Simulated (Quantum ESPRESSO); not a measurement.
## Projected density-of-states run of CuO (part 2 of 2)

The same run, continued: CuO (F-43m, 2 atoms in the cell); Kohn-Sham DFT of a periodic cell, PBE, DFT+U, SSSP 1.3 efficiency PBE, no spin polarisation (Quantum ESPRESSO 7.5); cutoff 748.31 eV, 10×10×10 k-mesh, fermi-dirac of 0.05 eV. The structure was built on a prototype by a generator; it need not be a known phase.

Geometry of the input (Å; fractional positions):
```
0.0000  2.3273  2.3273
2.3273  0.0000  2.3273
2.3273  2.3273  0.0000
Cu 0.0000  0.0000  0.0000
O  0.2500  0.2500  0.2500
```

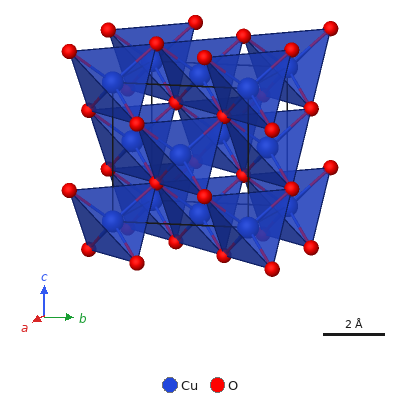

**Figure 1.** The structure (polyhedral view of the cell 4 times as large as that of the calculation, set on its symmetry axes, seen slightly off an axis; polyhedra are completed across the faces of the cell).

## Output, continued
```
   -11.7953   0.8636   1.5128   1.5526   3.4788   3.6305   5.1088   6.1746
     6.2852  10.0642  16.6685  19.7352  20.0901  23.3502  26.1681  27.1797
    31.1779  32.4655

          k = 0.3536 0.2121-0.2121 (  1172 PWs)   bands (ev):

   -11.6811   0.8615   1.5534   1.6218   3.5705   3.6888   4.4002   5.9640
     6.0296  11.3386  15.2163  19.3274  19.9966  23.9759  26.1260  27.4479
    31.2443  32.5709

          k =-0.2828-0.4243 0.4243 (  1170 PWs)   bands (ev):

   -11.6200   0.9334   1.5561   1.6450   3.6774   3.7079   3.9823   5.8130
     5.8937  12.4272  14.1043  19.0689  19.9629  24.3109  26.6422  27.4222
    31.1134  32.4057

          k =-0.2121-0.3536 0.3536 (  1167 PWs)   bands (ev):

   -11.6334   0.9349   1.5436   1.6293   3.6362   3.7140   4.0836   5.7489
     6.0162  12.1521  14.3972  18.9476  20.1194  24.5517  26.4376  27.0289
    31.3424  32.4952

          k =-0.1414-0.2828 0.2828 (  1176 PWs)   bands (ev):

   -11.7166   0.8874   1.5261   1.5754   3.5338   3.6739   4.6257   5.8742
     6.2585  10.9493  15.6831  18.9675  20.4782  24.7765  25.1093  27.1054
    31.4879  32.6141

          k =-0.0707-0.2121 0.2121 (  1173 PWs)   bands (ev):

   -11.8400   0.9321   1.4795   1.4867   3.4852   3.6073   5.3461   6.1208
     6.5031   9.6770  17.2144  19.1692  20.7973  24.3145  24.8693  27.2723
    30.4089  32.2864

          k = 0.0000-0.1414 0.1414 (  1175 PWs)   bands (ev):

   -11.9574   1.0812   1.3952   1.4074   3.5029   3.5707   5.9480   6.4372
     6.6661   8.5704  18.6297  19.6906  20.6629  24.7110  24.9556  27.4334
    29.2641  30.0736

          k = 0.2828-0.0000 0.0000 (  1170 PWs)   bands (ev):

   -11.8605   0.8391   1.5433   1.5433   3.3922   3.6337   5.8365   6.1921
     6.1921   9.3506  18.1460  20.0519  20.0519  20.9755  29.4414  29.4788
    29.7713  29.7713

          k = 0.3536 0.0707-0.0707 (  1167 PWs)   bands (ev):

   -11.7569   0.7181   1.6398   1.6625   3.3739   3.6714   5.3417   5.9209
     5.9846  10.2429  17.1942  19.0416  20.0706  21.3271  28.7100  29.0325
    30.6564  32.2380

          k = 0.4243 0.1414-0.1414 (  1180 PWs)   bands (ev):

   -11.6510   0.7436   1.6767   1.7549   3.4663   3.7149   4.6181   5.6992
     5.7357  11.4182  15.9548  18.2551  20.0708  22.2562  28.4525  28.8796
    30.6798  33.2920

          k =-0.2121-0.4950 0.4950 (  1164 PWs)   bands (ev):

   -11.5826   0.9112   1.6431   1.7868   3.5972   3.7168   4.0575   5.4534
     5.6389  12.6844  14.7146  17.8515  20.0743  23.0795  28.4797  28.5201
    30.7549  32.7481

          k =-0.1414-0.4243 0.4243 (  1163 PWs)   bands (ev):

   -11.5759   1.0898   1.5085   1.7608   3.6039   3.6329   4.0902   5.2358
     5.7885  13.2794  14.2091  17.5200  20.1896  23.9833  27.1522  28.5265
    31.3486  32.5944

          k =-0.0707-0.3536 0.3536 (  1171 PWs)   bands (ev):

   -11.6326   1.0632   1.4308   1.6893   3.5227   3.7113   4.4615   5.2184
     6.0614  12.0829  15.5519  17.2582  20.4853  24.9001  25.5134  28.7217
    31.1984  32.7766

          k = 0.0000-0.2828 0.2828 (  1169 PWs)   bands (ev):

   -11.7329   0.9339   1.4768   1.5869   3.4678   3.6835   5.0155   5.5128
     6.3300  10.7972  16.8977  17.4802  20.8374  24.3348  25.2910  28.7923
    29.9649  32.8597

          k = 0.4243 0.0000-0.0000 (  1182 PWs)   bands (ev):

   -11.6793   0.5576   1.8148   1.8148   3.3120   3.7056   5.3288   5.6140
     5.6140  10.7120  16.8489  19.0119  20.1552  20.1552  28.7478  30.3783
    32.7943  32.7943

          k = 0.4950 0.0707-0.0707 (  1179 PWs)   bands (ev):

   -11.5939   0.5308   1.9248   1.9434   3.3737   3.7389   4.7968   5.3619
     5.3881  11.5255  16.2195  18.0182  20.2284  20.7845  28.5389  30.4782
    32.6506  34.1906

          k =-0.1414-0.5657 0.5657 (  1176 PWs)   bands (ev):

   -11.5342   0.6762   1.9601   1.9881   3.5074   3.7360   4.1630   5.1407
     5.2920  12.5875  15.4921  17.2832  20.2456  21.4694  29.1208  30.0681
    31.7575  32.8581

          k =-0.0707-0.4950 0.4950 (  1162 PWs)   bands (ev):

   -11.5215   0.9260   1.8566   1.9387   3.3959   3.6612   4.1325   4.8740
     5.4588  13.6755  14.6951  16.7137  20.2628  22.3661  28.5936  30.1783
    31.2141  32.4893

          k =-0.0000-0.4243 0.4243 (  1169 PWs)   bands (ev):

   -11.5589   1.1635   1.5023   1.8251   3.5268   3.5690   4.3943   4.7601
     5.7618  13.3241  15.0870  16.4109  20.3525  23.6824  26.8191  30.6023
    30.9634  32.6805

          k = 0.5657-0.0000 0.0000 (  1178 PWs)   bands (ev):

   -11.5329   0.4060   2.1155   2.1155   3.3768   3.7641   4.7590   5.0688
     5.0688  11.7842  15.9045  18.0333  20.3687  20.3687  27.7715  31.5033
    34.2409  34.2409

          k =-0.0707-0.6364 0.6364 (  1172 PWs)   bands (ev):

   -11.4931   0.4515   2.1811   2.2008   3.4858   3.7665   4.3113   4.9332
     4.9684  12.3298  15.6198  17.5873  20.4091  20.5982  27.8960  31.7504
    33.0425  33.5431

          k = 0.0000-0.5657 0.5657 (  1156 PWs)   bands (ev):

   -11.4895   0.6530   2.1049   2.1742   3.4248   3.7184   4.0593   4.8345
     5.1347  13.0553  15.3671  16.9523  20.3522  21.1337  28.9356  30.5218
    32.3231  32.6781

          k =-0.7071 0.0000 0.0000 (  1162 PWs)   bands (ev):

   -11.4769   0.3643   2.2648   2.2648   3.5000   3.7864   4.4277   4.8271
     4.8271  12.1968  15.5691  17.7529  20.4774  20.4774  27.3295  32.1921
    33.9295  33.9295

          k = 0.2828 0.1414 0.0000 (  1176 PWs)   bands (ev):

   -11.8253   0.8657   1.5170   1.5444   3.4306   3.6344   5.4854   5.9823
     6.3756   9.7578  17.6032  18.8233  20.5906  22.5054  26.8280  28.8360
    29.6104  31.9184

          k = 0.3536 0.2121-0.0707 (  1176 PWs)   bands (ev):

   -11.7100   0.8458   1.5401   1.6553   3.4625   3.6914   4.8688   5.6240
     6.1668  10.9388  16.3894  18.1289  20.4209  23.1923  26.7429  28.5709
    30.7864  32.6329

          k =-0.2828-0.4243 0.5657 (  1169 PWs)   bands (ev):

   -11.6187   0.9576   1.5136   1.7364   3.5680   3.7191   4.2350   5.4532
     5.9139  12.2166  14.9996  18.0137  20.0872  24.0454  26.6715  28.3950
    31.3691  32.7481

          k =-0.2121-0.3536 0.4950 (  1174 PWs)   bands (ev):

   -11.5843   1.0499   1.4863   1.7658   3.6078   3.7116   3.9932   5.4217
     5.7780  13.1740  14.0195  18.0216  19.9433  24.3802  26.6310  28.4574
    31.4981  32.3469

          k = 0.4243 0.1414-0.0000 (  1174 PWs)   bands (ev):

   -11.6628   0.6655   1.7067   1.8134   3.3894   3.7139   4.9912   5.4096
     5.8421  11.1208  16.6435  17.9583  20.1351  21.6113  28.7659  29.2893
    31.7371  32.7082

          k =-0.2121-0.4950 0.6364 (  1169 PWs)   bands (ev):

   -11.5799   0.7760   1.6891   1.9437   3.4975   3.7309   4.4000   5.1044
     5.6425  12.2615  15.7606  17.3473  19.8173  22.5512  28.3543  29.4449
    31.9011  32.9808

          k =-0.1414-0.4243 0.5657 (  1171 PWs)   bands (ev):

   -11.5388   0.9861   1.6081   1.9978   3.4920   3.7187   4.0639   4.9736
     5.5356  13.4584  14.6910  17.1181  19.6385  23.4012  27.4815  30.1743
    31.5479  32.2722

          k =-0.0707-0.3536 0.4950 (  1171 PWs)   bands (ev):

   -11.5532   1.1194   1.4611   1.9350   3.5134   3.6443   4.2446   4.8659
     5.6827  13.3488  14.9001  16.8229  19.8207  24.1103  26.5130  30.3405
    31.5786  32.2005

          k = 0.0000-0.2828 0.4243 (  1174 PWs)   bands (ev):

   -11.6179   0.9774   1.4790   1.7999   3.4954   3.7165   4.5911   5.0214
     5.9476  12.1213  16.1243  16.7535  20.2075  23.8860  26.4568  30.0769
    30.7962  32.7291

          k =-0.1414-0.5657 0.7071 (  1171 PWs)   bands (ev):

   -11.5313   0.5530   1.9630   2.1272   3.4614   3.7494   4.4627   4.8875
     5.3128  12.2357  15.8309  17.5451  19.7459  21.4499  28.4828  30.3569
    32.8134  34.3903

          k =-0.0707-0.4950 0.6364 (  1172 PWs)   bands (ev):

   -11.4992   0.7290   1.9094   2.2170   3.5107   3.7204   4.0898   4.6744
     5.2753  13.1293  15.4450  17.0588  19.2648  22.3211  29.0468  29.4188
    32.0722  33.7215

          k =-0.0000-0.4243 0.5657 (  1171 PWs)   bands (ev):

   -11.5080   0.9721   1.7125   2.1486   3.3758   3.6735   4.2058   4.5882
     5.4177  13.8354  14.9987  16.5319  19.4018  23.2165  27.6990  30.3526
    31.6851  32.9444

          k =-0.7071 0.1414 0.0000 (  1164 PWs)   bands (ev):

   -11.4811   0.5193   2.1272   2.2782   3.5581   3.7424   4.1663   4.6542
     5.0860  12.6705  15.5344  17.4745  19.5511  21.4576  28.1762  31.2173
    32.1242  34.1599

          k =-0.1414-0.4243 0.7071 (  1175 PWs)   bands (ev):

   -11.5240   0.9288   1.6293   2.1456   3.5241   3.6763   4.3155   4.5358
     5.4829  13.2692  15.5297  16.7574  19.0325  23.5815  27.3421  30.0537
    31.8327  33.9698

          k =-0.0707-0.3536 0.6364 (  1166 PWs)   bands (ev):

   -11.5030   1.0272   1.6010   2.2320   3.4582   3.7335   4.1380   4.4381
     5.3960  13.8697  15.1851  16.7611  18.5706  24.1119  26.8759  30.7406
    30.9069  34.3586

          k =-0.7071 0.2828 0.0000 (  1172 PWs)   bands (ev):

   -11.4879   0.8880   1.7664   2.2994   3.6258   3.7106   4.0146   4.3287
     5.2995  13.6536  15.4794  17.1926  18.0180  23.5417  27.8421  29.7901
    31.3412  34.6418

     the Fermi energy is     5.9861 ev

!    total energy              =    -254.62926899 Ry
     total all-electron energy =     -3460.355927 Ry
     estimated scf accuracy    <          1.5E-11 Ry
     smearing contrib. (-TS)   =      -0.00159791 Ry
     internal energy E=F+TS    =    -254.62767109 Ry

     The total energy is F=E-TS. E is the sum of the following terms:
     one-electron contribution =     -56.43759335 Ry
     hartree contribution      =      46.90243816 Ry
     xc contribution           =     -51.90838375 Ry
     ewald contribution        =     -93.87258385 Ry
     Hubbard energy            =       0.04379092 Ry
     one-center paw contrib.   =     -99.35533923 Ry

     convergence has been achieved in  11 iterations

     Forces acting on atoms (cartesian axes, Ry/au):

     atom    1 type  1   force =    -0.00000000   -0.00000000    0.00000000
     atom    2 type  2   force =     0.00000000    0.00000000   -0.00000000

     Total force =     0.000000     Total SCF correction =     0.000000

     Computing stress (Cartesian axis) and pressure

          total   stress  (Ry/bohr**3)                   (kbar)     P=      -88.67
  -0.00060277   0.00000000   0.00000000          -88.67        0.00        0.00
   0.00000000  -0.00060277   0.00000000            0.00      -88.67        0.00
   0.00000000   0.00000000  -0.00060277            0.00        0.00      -88.67

=------------------------------------------------------------------------------=
   JOB DONE.
=------------------------------------------------------------------------------=
```

## File pp_density.out
```
This program is part of the open-source Quantum ESPRESSO suite
     for quantum simulation of materials; please cite
         "P. Giannozzi et al., J. Phys.:Condens. Matter 21 395502 (2009);
         "P. Giannozzi et al., J. Phys.:Condens. Matter 29 465901 (2017);
         "P. Giannozzi et al., J. Chem. Phys. 152 154105 (2020);
          URL
     in publications or presentations arising from this work. More details at

     ./tmp/pwscf.save/
     file Cu.paw.z_11.ld1.psl.v1.0.0-low.upf: wavefunction(s)  4S 3D renormalized
     file O.pbe-n-kjpaw_psl.0.1.UPF: wavefunction(s)  2P renormalized

     IMPORTANT: XC functional enforced from input :
     Exchange-correlation= PBE
                           (   1   4   3   4   0   0   0)
     Any further DFT definition will be discarded
     Please, verify this is what you really want

     G-vector sticks info
     --------------------
     sticks:   dense  smooth     PW     G-vecs:    dense   smooth      PW
     Sum        1159     583    187                26469     9377    1687

     Using Slab Decomposition

     Calling punch_plot, plot_num =   0
     Writing data to file  density.dat
     Reading data from file  density.dat

     Writing data to be plotted to file density.cube
     Plot Type: 3D                     Output format: Gaussian cube

=------------------------------------------------------------------------------=
   JOB DONE.
=------------------------------------------------------------------------------=
```

## File projwfc.out
```
This program is part of the open-source Quantum ESPRESSO suite
     for quantum simulation of materials; please cite
         "P. Giannozzi et al., J. Phys.:Condens. Matter 21 395502 (2009);
         "P. Giannozzi et al., J. Phys.:Condens. Matter 29 465901 (2017);
         "P. Giannozzi et al., J. Chem. Phys. 152 154105 (2020);
          URL
     in publications or presentations arising from this work. More details at

     ./tmp/pwscf.save/
     file Cu.paw.z_11.ld1.psl.v1.0.0-low.upf: wavefunction(s)  4S 3D renormalized
     file O.pbe-n-kjpaw_psl.0.1.UPF: wavefunction(s)  2P renormalized

     IMPORTANT: XC functional enforced from input :
     Exchange-correlation= PBE
                           (   1   4   3   4   0   0   0)
     Any further DFT definition will be discarded
     Please, verify this is what you really want

     G-vector sticks info
     --------------------
     sticks:   dense  smooth     PW     G-vecs:    dense   smooth      PW
     Sum        1159     583    187                26469     9377    1687

     Using Slab Decomposition

     Optimized tetrahedron method (read from file)
     [opt_tetra]  Optimized tetrahedron method is used.

     Calling projwave ....

  Problem Sizes
  natomwfc =           13
  nbnd     =           18
  nkstot   =          120
  npwx     =         1211
  nkb      =           26

     Atomic states used for projection
     (read from pseudopotential files):

     state #   1: atom   1 (Cu ), wfc  1 (l=0 m= 1)
     state #   2: atom   1 (Cu ), wfc  2 (l=1 m= 1)
     state #   3: atom   1 (Cu ), wfc  2 (l=1 m= 2)
     state #   4: atom   1 (Cu ), wfc  2 (l=1 m= 3)
     state #   5: atom   1 (Cu ), wfc  3 (l=2 m= 1)
     state #   6: atom   1 (Cu ), wfc  3 (l=2 m= 2)
     state #   7: atom   1 (Cu ), wfc  3 (l=2 m= 3)
     state #   8: atom   1 (Cu ), wfc  3 (l=2 m= 4)
     state #   9: atom   1 (Cu ), wfc  3 (l=2 m= 5)
     state #  10: atom   2 (O  ), wfc  1 (l=0 m= 1)
     state #  11: atom   2 (O  ), wfc  2 (l=1 m= 1)
     state #  12: atom   2 (O  ), wfc  2 (l=1 m= 2)
     state #  13: atom   2 (O  ), wfc  2 (l=1 m= 3)

[... projections at each k point ...]
Lowdin Charges:

     Atom #   1: total charge =  10.5541, s =  0.3615,
     Atom #   1: total charge =  10.5541, p =  0.7349, pz=  0.2450, px=  0.2450, py=  0.2450,
     Atom #   1: total charge =  10.5541, d =  9.4577, dz2=  1.9762, dxz=  1.8351, dyz=  1.8351, dx2-y2=  1.9762, dxy=  1.8351,
     Atom #   2: total charge =   6.4293, s =  1.6795,
     Atom #   2: total charge =   6.4293, p =  4.7498, pz=  1.5833, px=  1.5833, py=  1.5833,
     Atom #   2: total charge =   6.4293, d =  0.0000, dz2=  0.0000, dxz=  0.0000, dyz=  0.0000, dx2-y2=  0.0000, dxy=  0.0000,
     Spilling Parameter:   0.0010

=------------------------------------------------------------------------------=
   JOB DONE.
=------------------------------------------------------------------------------=
```

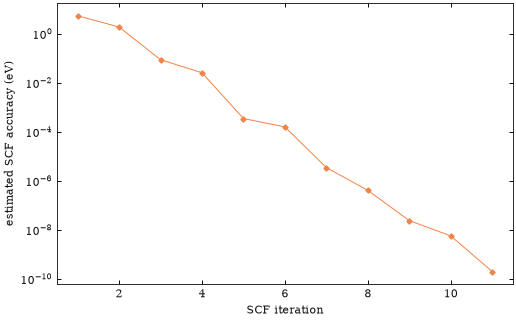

**Figure 2.** Convergence of the self-consistent field: estimated SCF accuracy against the iteration. The field takes 11 iterations in all.

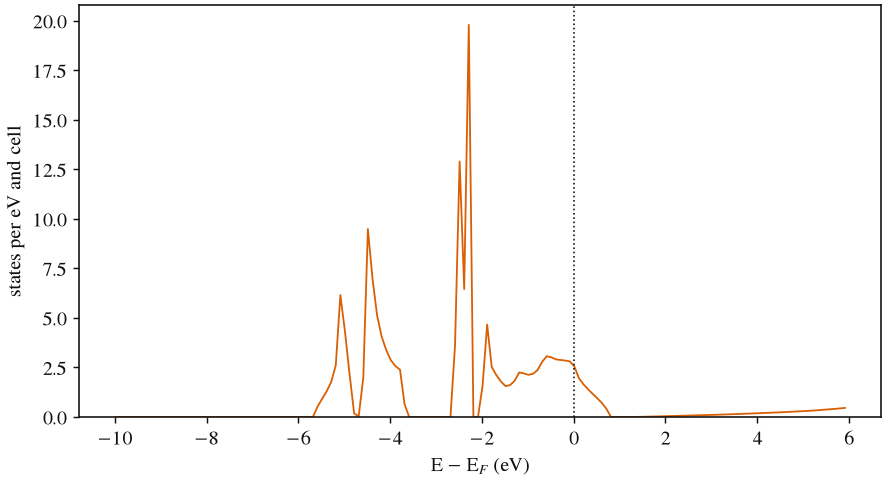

**Figure 3.** Density of states from the levels on the mesh of the run, whose fine structure reflects that mesh, with energies from the Fermi level of the run. At the top of the window the curve may fall because the computed bands end.

## Results in brief

```tsv
quantity	value
outcome	converged
space group (tolerance 0.01 Å)	F-43m (216)
electrons treated	17
free energy	−3464.4077 eV
Fermi energy	5.986 eV
gap on the k-point mesh	none (metallic)
pressure	−8.87 GPa
largest force (length of the vector)	under 0.001 eV/Å
hardware	1 thread of Intel Xeon @ 2.50GHz (Skylake/Cascade Lake), 64 GiB of memory available, shared host
wall time	63 s
peak memory	0.17 GiB
```

The run has no spin polarisation, so a magnetic state may lie lower. The cell is under a tension of 8.9 GPa at this level, so it is not at its equilibrium volume.
